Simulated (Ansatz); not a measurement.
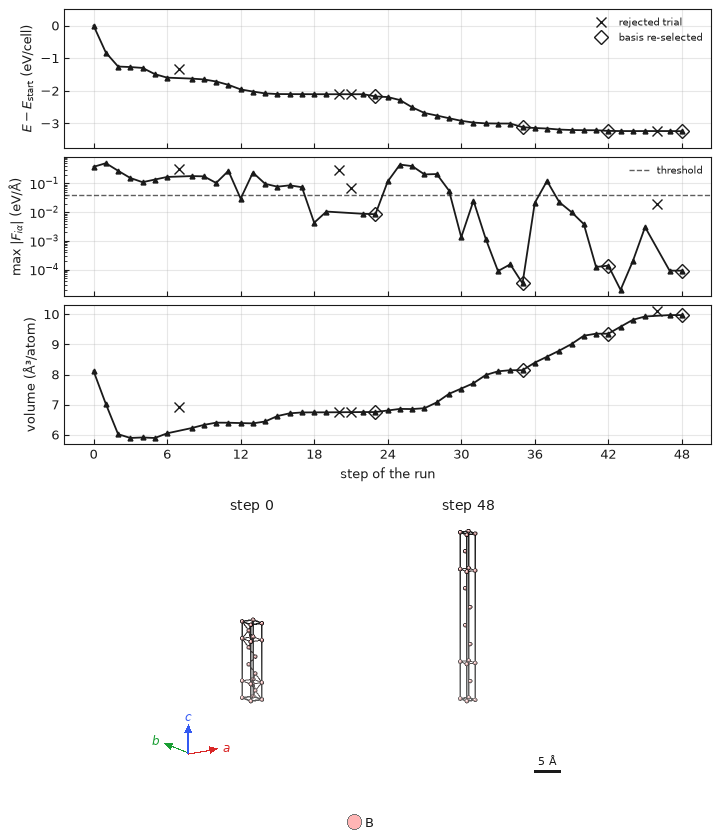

First and last geometry of a relaxation of solid B (built on the samarium (9R)_166 type) (coarse preliminary run), with the history of the run. Style: ball-and-stick. Shown: the conventional cell (3 times the calculation's cell), from a free direction. Lengths and directions refer to the drawn axes.

Case: samarium (9R) type (R-3m, No. 166).

All numbers below come from DFT PBEsol, scalar-relativistic, plane waves, PAW (Ansatz). (plane-wave cutoff 420 eV; k-point mesh 9 × 9 × 9; occupations gaussian; smearing width 0.1 eV; no spin polarisation; cell and atoms relaxed; force threshold 0.04 eV/Å; at most 70 steps)

**Read the history and describe the run.**

It converged. After 40 accepted moves (48 points after the start) the energy has fallen by 3.238 eV per cell of the calculation. Largest force component: 0.38 eV/Å at the start, under 0.0001 eV/Å at the end. The pressure goes from −43.79 to 0.02 GPa. The line search rejected the trial steps at points 7, 20, 21, 46 of the run. At 4 points the geometry stayed and the basis and grid were re-selected for the new cell (energy shift of 0.111 eV per cell of the calculation at most each time). The atoms keep their places relative to the cell (all moves are under 0.005 Å). The volume changes by +22.9 %, with a = b 2.266 → 1.702 Å (−24.9 %), c 16.425 → 35.789 Å (+117.9 %). Among the contacts that change: B–B 2.245 → 4.097 Å, B–B 2.266 → 1.702 Å. The space group stays R-3m (No. 166). The run took about 50 core-seconds on a shared host.

```tsv
step	E − E(0), meV/atom	largest force component, eV/Å	pressure, GPa	volume, Å³/atom	note
0	0.00	0.3803	-43.79	8.113	
1	-275.03	0.5088	-32.70	7.022	
2	-417.86	0.2774	-3.60	6.018	
3	-423.31	0.1551	2.99	5.892	
4	-432.18	0.1110	4.59	5.909	
5	-495.87	0.1371	11.14	5.891	
6	-531.59	0.1687	8.23	6.047	
7	-446.18	0.3257	-27.10	6.906	rejected
8	-541.37	0.1809	1.42	6.221	
9	-549.82	0.1771	-2.46	6.326	
10	-571.01	0.1045	-4.43	6.401	
12	-651.83	0.0297	-0.46	6.387	
14	-692.71	0.0973	9.00	6.439	
16	-700.03	0.0861	-0.56	6.711	
18	-700.94	0.0043	-0.44	6.743	
20	-700.19	0.2853	3.84	6.768	rejected
22	-701.09	0.0088	0.00	6.753	
24	-729.90	0.1175	2.31	6.805	
26	-835.17	0.4022	7.45	6.852	
28	-918.97	0.2130	8.72	7.074	
30	-972.77	0.0013	4.24	7.532	
32	-999.13	0.0012	0.74	7.984	
34	-1000.69	0.0002	0.13	8.143	
36	-1046.61	0.0211	1.32	8.394	
38	-1062.25	0.0224	1.96	8.793	
40	-1068.88	0.0039	-0.29	9.289	
42	-1075.99	0.0001	0.81	9.356	same geometry, new basis
44	-1077.77	0.0002	0.08	9.817	
46	-1076.48	0.0185	-0.11	10.100	rejected
48	-1079.24	0.0001	0.02	9.974	same geometry, new basis
```
